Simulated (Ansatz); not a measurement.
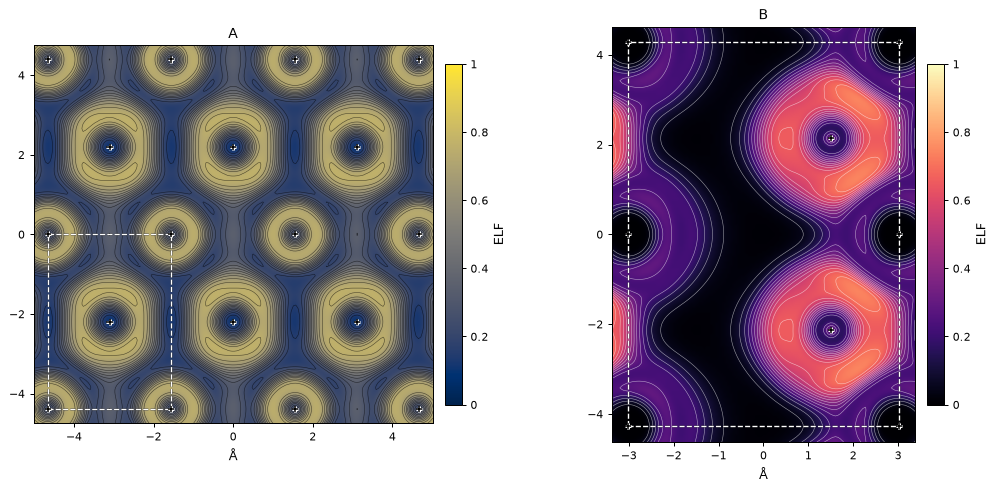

The electron localisation function of 2 systems, each on a plane through atoms (crosses mark nuclei in the plane).

The calculation used DFT PBEsol, scalar-relativistic, plane waves, PAW (Ansatz).

System 1: MoSe, the (11̄0) plane of the conventional cell. Space group Pm-3m; started from the CsCl (B2) prototype, which need not be the ambient phase; computed without spin polarisation.

```xyz
2
Lattice="3.1072 0.0000 0.0000 0.0000 3.1072 0.0000 0.0000 0.0000 3.1072" Properties=species:S:1:pos:R:3 pbc="T T T"
Mo    0.0000    0.0000    0.0000
Se    1.5536    1.5536    1.5536
```

System 2: InAs, the (101) plane of the conventional cell. Space group F-43m.

```xyz
8
Lattice="6.0480 0.0000 0.0000 0.0000 0.0000 -6.0480 0.0000 6.0480 0.0000" Properties=species:S:1:pos:R:3 pbc="T T T"
In    3.0240    0.0000   -3.0240
In    0.0000    3.0240   -3.0240
In    0.0000    0.0000    0.0000
In    3.0240    3.0240    0.0000
As    4.5360    1.5120   -4.5360
As    1.5120    4.5360   -4.5360
As    1.5120    1.5120   -1.5120
As    4.5360    4.5360   -1.5120
```

**Match each panel to its system.**

Panel A is system 1, MoSe: the plane holds Mo and Se. Mo–Se (2.69 Å): the ELF is about 0.35 at the midpoint. Panel B is system 2, InAs: the plane holds In and As. In–As (2.62 Å): the ELF peaks at about 0.75 between the atoms.
